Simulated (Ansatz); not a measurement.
**KTaO3: density, localisation and related maps**

```
CELL_PARAMETERS angstrom
-3.83689 0.00000 0.00000
0.00000 0.00000 -4.02485
0.00000 -4.30659 0.00000
ATOMIC_POSITIONS crystal
K 0.50000 0.50000 0.50000
Ta 0.00000 0.00000 0.00000
O 0.50000 0.00000 0.00000
O 0.00000 0.00000 0.50000
O 0.00000 0.50000 0.00000
```

Space group Pmmm; changed on purpose from its base cell (normal strain along x -0.0467, normal strain along y +0.0700).

All numbers below come from DFT PBE, scalar-relativistic, plane waves, PAW in Ansatz 0.2.0.

In a PAW calculation such maps are meaningful between the atoms, not at the nuclei.

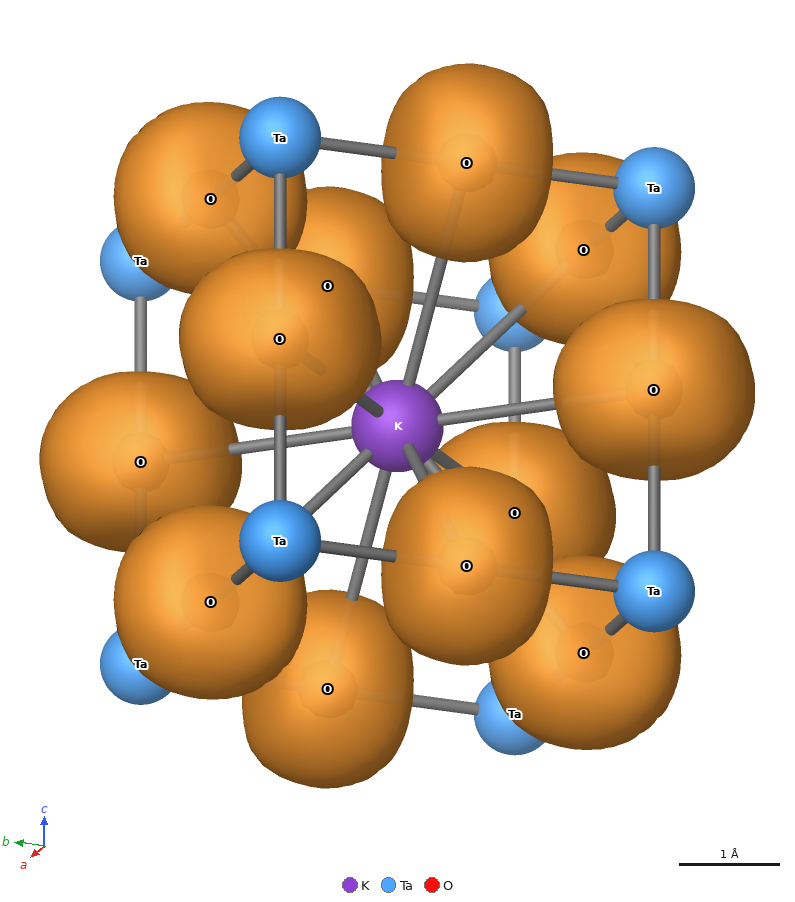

Figure 1. Isosurface of the electron localisation function at 0.6 (orange), seen at an oblique angle. Core shells and regions of very low density are left out. Sticks mark near contacts.

Where are the electrons localised?

The ELF exceeds this value in three regions wrapped around O (the valence shell of each), counted in one cell of 5 atoms. Any copies at cell faces, edges or corners count once. Along the contacts the grid gives the following. Ta–O (1.92 Å): the ELF peaks at about 0.85 in the valence shell of O, 0.6 Å from its nucleus, and drops to about 0.20 between the two atoms: no localised pair shows between them. K–O (2.78 Å): the ELF is about 0.05 at the midpoint; an ionic contact with no shared pair.

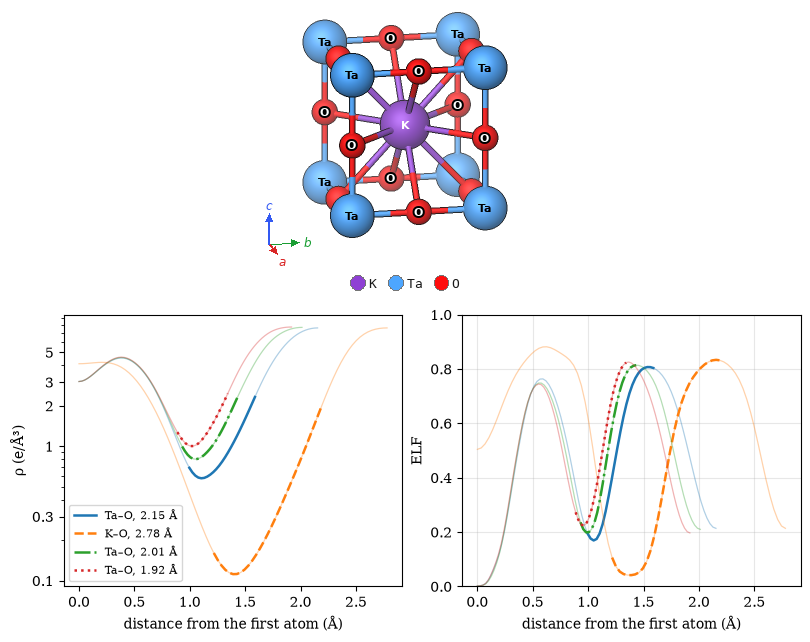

Figure 2. Valence charge density (pseudo) and ELF along straight lines between neighbouring atoms. Thin, pale parts lie inside the atomic spheres. The structure is drawn too.

What can be read from the curves?

Ta–O (2.15 Å): the density is about 0.59 e/Å³ at the midpoint; the ELF peaks at about 0.80 in the valence shell of O, 0.6 Å from its nucleus, and drops to about 0.15 between the two atoms; no shared electron pair shows on this line.
K–O (2.78 Å): ρ at the midpoint is about 0.11 e/Å³; the ELF is about 0.05 at the midpoint; a largely ionic contact.
Ta–O (2.01 Å): ρ is about 0.83 e/Å³ halfway; the ELF peaks at about 0.80 in the valence shell of O, 0.6 Å from its nucleus, and drops to about 0.20 between the two atoms: no localised pair shows between them.
Ta–O (1.92 Å): ρ at the midpoint is about 1.1 e/Å³; the ELF peaks at about 0.85 in the valence shell of O, 0.6 Å from its nucleus, and drops to about 0.20 between the two atoms (no shared electron pair shows on this line).

Metal or insulator at this level of theory?

It is gapped, with a Kohn–Sham gap of 1.9 eV on the k-point mesh (the band edges may lie off the mesh, which would make the gap smaller).
